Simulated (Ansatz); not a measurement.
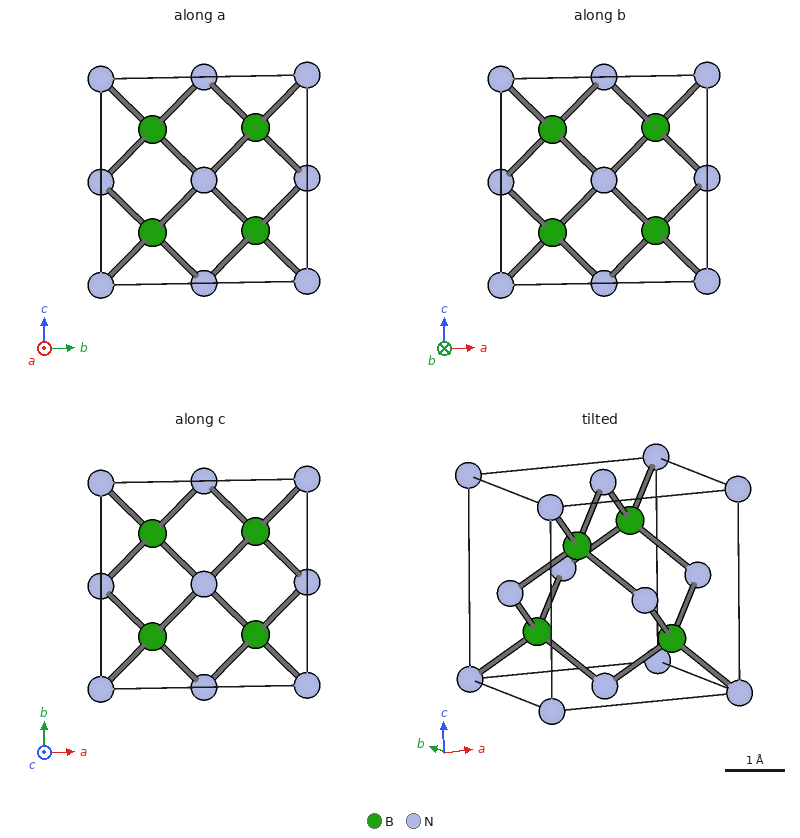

We look at a ball-and-stick model of the crystal along the a axis, along the b axis, along the c axis and slightly off an axis. Thin lines show the drawn cell (a repeat of the simulation cell), with boundary atoms drawn in all their periodic places.

Lattice parameters: a = 3.5547 Å, b = 3.5547 Å, c = 3.5547 Å, α = 88.869°, β = 88.869°, γ = 88.869°.

Reconstruct the structure as a CIF in P1 with every atom of the cell.

```cif
data_structure
_symmetry_space_group_name_H-M 'P 1'
_symmetry_Int_Tables_number 1
_cell_length_a 3.5547
_cell_length_b 3.5547
_cell_length_c 3.5547
_cell_angle_alpha 88.869
_cell_angle_beta 88.869
_cell_angle_gamma 88.869
_cell_volume 44.89
loop_
_atom_site_label
_atom_site_type_symbol
_atom_site_fract_x
_atom_site_fract_y
_atom_site_fract_z
_atom_site_occupancy
B1 B 0.7500 0.2500 0.2500 1
N1 N 0.9996 0.4996 0.4996 1
B2 B 0.2500 0.7500 0.2500 1
N2 N 0.4996 0.9996 0.4996 1
B3 B 0.2500 0.2500 0.7500 1
N3 N 0.4996 0.4996 0.9996 1
B4 B 0.7500 0.7500 0.7500 1
N4 N 0.9996 0.9996 0.9996 1
```

The starting point was a structure type filled with these elements by a generator (whether the compound takes this form wasn't checked). The cell was then strained or its atoms displaced on purpose. It was run through Ansatz as a DFT input.

At this level of theory the cell isn't at rest (compressed, at 16 GPa), so its distances can differ from those at equilibrium, the more so the softer the solid.
